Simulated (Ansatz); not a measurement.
System: BaTiO₃.

```
Ba Ti O
1.0
     3.94650    0.00000    0.00000
     0.00000    3.94650    0.00000
     0.00000    0.00000    7.92892
Ba Ti O
2 2 6
Cartesian
  0.0000 0.0000 0.0000
  0.0000 0.0000 3.9645
  1.9733 1.9733 1.9822
  1.9733 1.9733 5.9467
  1.9733 1.9733 0.0000
  1.9733 1.9733 3.9645
  1.9733 0.0000 1.9822
  1.9733 0.0000 5.9467
  0.0000 1.9733 1.9822
  0.0000 1.9733 5.9467
```

Space group P4/mmm; computed pressure about 6 GPa in this cell; the program warned that no starting moments were given; spin-polarised, but the moments vanished.

Level of theory: DFT, PAW plane waves, r2SCAN in Ansatz 0.2.0.

> Predict the valence pseudo-density and electron localisation function between the atoms.

Ti–O (1.98 Å): the density is about 0.66 e/Å³ at the midpoint; the ELF peaks at about 0.80 in the valence shell of O, 0.6 Å from its nucleus, and is about 0.20 at the midpoint (no shared electron pair shows on this line).
Ba–O (2.79 Å): the density is about 0.21 e/Å³ at the midpoint; the ELF is about 0.10 at the midpoint: an ionic contact with no shared pair.
Bader's partition of the density gives Ba +1.57, Ti +2.32 and O −1.30 e.

> Which way does charge flow, and how much by Bader's partition?

Electrons move from Ba and Ti towards O. Bader charges: Ba +1.57, Ti +2.32 and O −1.30 e.

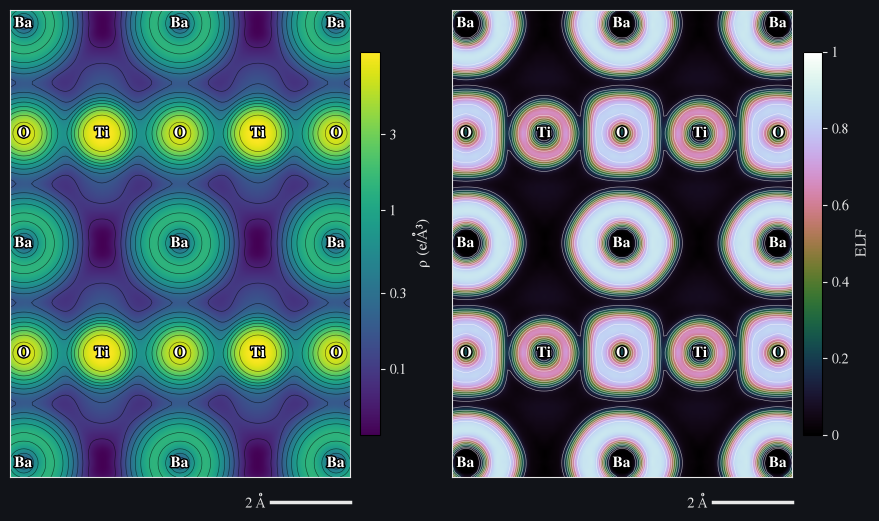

Computed valence pseudo-density and electron localisation function on the (11̄0) plane of the calculation cell, in this order. 

The density is the valence pseudo-density of a PAW calculation; it isn't the true density close to the nuclei.
